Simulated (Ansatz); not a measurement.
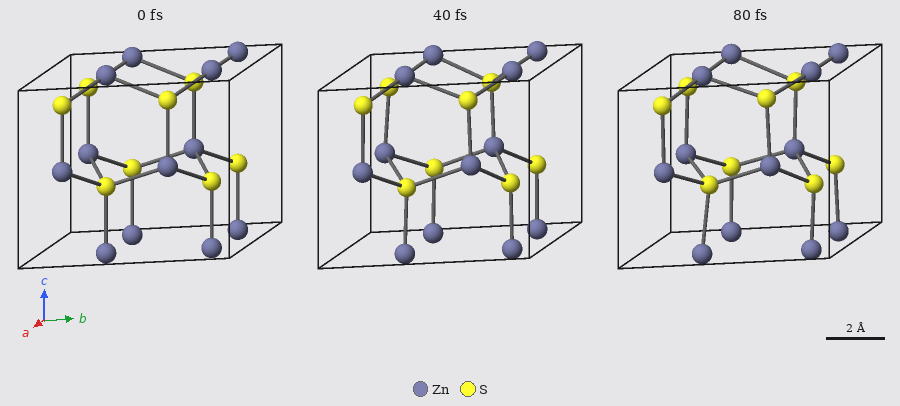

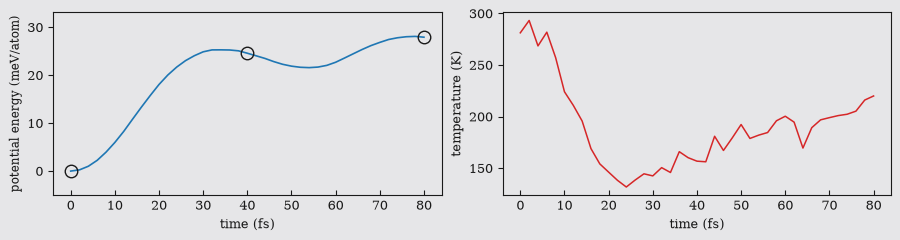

Molecular dynamics of a 16-atom cell of ZnS (built on the wurtzite type), 80 fs long. Frames and the history of the run. A ball-and-stick model of the simulation cell, seen slightly off an axis. Bonds to atoms that aren't drawn are left out.

These are results of DFT, PBEsol, plane waves, PAW (Ansatz), not measurements. Set-up: plane-wave cutoff 420 eV; k-point mesh 3 × 3 × 2; Fermi-Dirac smearing 0.026 eV; Langevin thermostat (NVT); set temperature 300 K; time step 2 fs.

Input file:
```yaml
crystal:
  lattice:
    - [7.6109016412, -1.0e-10, 0.0]
    - [-3.8054508205, 6.591234167, 0.0]
    - [0.0, 0.0, 6.2439930788]
  atoms:
    - { symbol: Zn, position: [0.1666666667, 0.3333333333, 0.0003381272] }
    - { symbol: Zn, position: [0.3333333333, 0.1666666667, 0.5003381272] }
    - { symbol: S, position: [0.1666666667, 0.3333333333, 0.3746618728] }
    - { symbol: S, position: [0.3333333333, 0.1666666667, 0.8746618728] }
    - { symbol: Zn, position: [0.1666666667, 0.8333333333, 0.0003381272] }
    - { symbol: Zn, position: [0.3333333333, 0.6666666667, 0.5003381272] }
    - { symbol: S, position: [0.1666666667, 0.8333333333, 0.3746618728] }
    - { symbol: S, position: [0.3333333333, 0.6666666667, 0.8746618728] }
    - { symbol: Zn, position: [0.6666666667, 0.3333333333, 0.0003381272] }
    - { symbol: Zn, position: [0.8333333333, 0.1666666667, 0.5003381272] }
    - { symbol: S, position: [0.6666666667, 0.3333333333, 0.3746618728] }
    - { symbol: S, position: [0.8333333333, 0.1666666667, 0.8746618728] }
    - { symbol: Zn, position: [0.6666666667, 0.8333333333, 0.0003381272] }
    - { symbol: Zn, position: [0.8333333333, 0.6666666667, 0.5003381272] }
    - { symbol: S, position: [0.6666666667, 0.8333333333, 0.3746618728] }
    - { symbol: S, position: [0.8333333333, 0.6666666667, 0.8746618728] }
kpoints:
  mp_grid: { grid: [3, 3, 2] }
hamiltonian:
  xc: pbesol
scf:
  occupations: { method: fermi_dirac, width: 0.026 }
md:
  ensemble: nvt_langevin
  temperature: 300
  timestep: 2.0
  n_steps: 40
  initial_velocities: maxwell_boltzmann
  seed: 7695
```

Launched with:
```bash
ansatz run input.yaml --threads 4 --pin off --max-ram 3686MiB --backend cpu --events-out ev --progress --plain --runs-dir out
```

Question: What happens in this trajectory?

Answer: In the second half of the run the atoms are, in the root-mean-square, this far from where they began (common drift taken out): Zn 0.12 Å, S 0.09 Å. The run lasts only 80 fs, too short to tell vibration from diffusion. The mean temperature in the second half is 189 K (standard deviation 17 K). That is still far from the set 300 K: the thermostat hasn't settled it within this run. The potential energy in the second half lies on average 24.5 meV per atom above the first frame.

The run took 4.9 min on 4 threads of Arm Neoverse V1, with other jobs on the host, peak memory 1 GiB.
